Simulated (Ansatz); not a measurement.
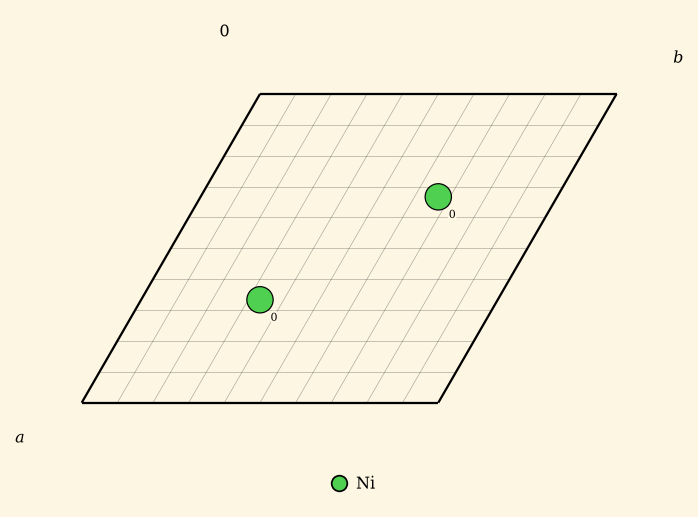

Plan of a unit cell projected along c (a down the page, b across); the numbers are heights in hundredths of c, and atoms on the cell's edges are repeated. The grid marks tenths of a and b. Source: the end point of a relaxation with DFT PBEsol, scalar-relativistic, plane waves, PAW (Ansatz); the starting structure was generated, so it need not be a known form of this composition. Geometry calculated from the standardised cell; symmetry tolerance 0.002 Å.

a = 3.825 Å, b = 3.825 Å, c = 2.271 Å, α = 90.00°, β = 90.00°, γ = 120.00°.

> What does the cell contain?

2 Ni: Ni, Z = 2.

> Which space group?

P6/mmm, No. 191, primitive hexagonal.

> Give the independent sites, coordinates to two places.

| atom | site | symmetry | x | y | z |
| --- | --- | --- | --- | --- | --- |
| Ni | 2c | -6m2 | 0.33 | 0.67 | 0.00 |
